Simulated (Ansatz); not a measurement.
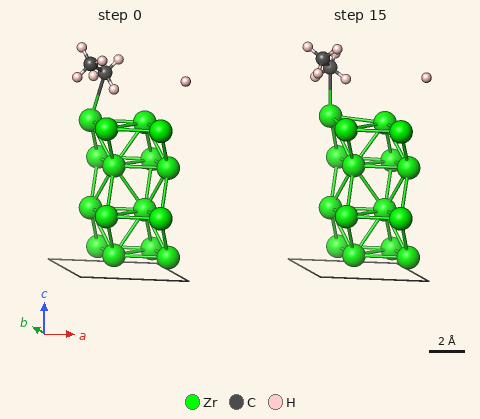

The structure of a slab of composition Zr$_{8}$H$_{3}$C (cut from the P6_3/mmc phase) before (left) and after (right) a constrained relaxation, at one scale.

A ball-and-stick model of the cell of the calculation, outlined in the plane, without the vacuum (origin shifted), seen slightly off an axis.

Case: 1 C2H6 a cell, tilted, over a hollow Zr-Zr-Zr site. The slab is the (0 0 1) face of Zr with C2H6 on it. 8 atoms are held fixed.

These are results of Ansatz, DFT PBE+D3(BJ), scalar-relativistic, plane waves, PAW, not measurements.

Input
```yaml
crystal:
  lattice:
    - [6.3710095762, 0.0, 0.0]
    - [-3.1855047881, 5.5174561408, 0.0]
    - [0.0, 0.0, 28.1378285392]
  atoms:
    - { symbol: Zr, position: [0.3333333333, 0.1666666667, 0.2843147611] }
    - { symbol: Zr, position: [0.3333333333, 0.6666666667, 0.2843147611] }
    - { symbol: Zr, position: [0.8333333333, 0.1666666667, 0.2843147611] }
    - { symbol: Zr, position: [0.8333333333, 0.6666666667, 0.2843147611] }
    - { symbol: Zr, position: [0.1666666667, 0.3333333333, 0.3751193107] }
    - { symbol: Zr, position: [0.1666666667, 0.8333333333, 0.3751193107] }
    - { symbol: Zr, position: [0.6666666667, 0.3333333333, 0.3751193107] }
    - { symbol: Zr, position: [0.6666666667, 0.8333333333, 0.3751193107] }
    - { symbol: Zr, position: [0.3333333333, 0.1666666667, 0.4687381037] }
    - { symbol: Zr, position: [0.3333333333, 0.6666666667, 0.4687381037] }
    - { symbol: Zr, position: [0.8333333333, 0.1666666667, 0.4687381037] }
    - { symbol: Zr, position: [0.8333333333, 0.6666666667, 0.4687381037] }
    - { symbol: Zr, position: [0.1666666667, 0.3333333333, 0.5554903637] }
    - { symbol: Zr, position: [0.1666666667, 0.8333333333, 0.5554903637] }
    - { symbol: Zr, position: [0.6666666667, 0.3333333333, 0.5554903637] }
    - { symbol: Zr, position: [0.6666666667, 0.8333333333, 0.5554903637] }
    - { symbol: C, position: [0.0690560531, 0.4973556627, 0.6827851901] }
    - { symbol: C, position: [0.2678321588, 0.7211066111, 0.6582310565] }
    - { symbol: H, position: [-0.0846494641, 0.3957586442, 0.65793608] }
    - { symbol: H, position: [0.0035368763, 0.5517884237, 0.7144471927] }
    - { symbol: H, position: [0.1405307642, 0.3781863949, 0.6942253053] }
    - { symbol: H, position: [0.3333333333, 0.6666666667, 0.626569054] }
    - { symbol: H, position: [0.421535577, 0.8226869896, 0.6830837206] }
    - { symbol: H, position: [0.1963553488, 0.840259239, 0.6467944953] }
basis:
  ecutwfc: 420
kpoints:
  mp_grid: { grid: [4, 4, 1] }
hamiltonian:
  xc: pbe
  dispersion: d3bj
scf:
  occupations: { method: gaussian, width: 0.1 }
output:
  forces: true
  eigenvalues: true
  write_density: true
  write_potential: true
  elf: true
  volumetric_format: npy
relax:
  adjacent_minimum: "off"
  f_tol: 0.04
  max_steps: 100
  constraints: [{ sites: [0, 1, 2, 3, 4, 5, 6, 7] }]
efield:
  axis: 3
  dipole_correction: true
  ramp_width: 0.04
```

Launched with:
```bash
ansatz run input.yaml --threads 4 --pin off --max-ram 12288MiB --backend cpu --events-out ev --progress --plain --runs-dir out
```

**Describe what moved and what it gained.**

Over 13 accepted moves (15 points after the start) the energy falls by 0.196 eV per cell of the calculation. The largest force component goes from 0.71 to 0.025 eV/Å. 2 steps only repeated the SCF at the same geometry. The forces were under the threshold at step 10, but the run went on from there. The atom that moves furthest is H23 (1.69 Å within the plane). Largest moves by element: H 1.69 Å, C 1.07 Å, Zr 0.24 Å. The lattice vectors keep their values. Near-neighbour distances that change, for instance: Zr14–C18 3.122 → 2.864 Å, Zr10–Zr14 3.056 → 3.233 Å, Zr9–Zr14 3.056 → 3.208 Å, Zr8–Zr11 3.213 → 3.137 Å. Bond angles that change, for instance: Zr14–C18–H23 132.3° → 123.8°, Zr14–C18–C17 117.7° → 122.8°, H22–C18–H23 109.1° → 105.5°. Cost: 7.3 min on 4 threads of Intel(R) Xeon(R) Platinum 8488C (Sapphire Rapids), on a shared host, peak memory 3 GiB.

Limits of the set-up: the periodic images lie only 6.4 Å apart, so the values are limited by the cell's size.
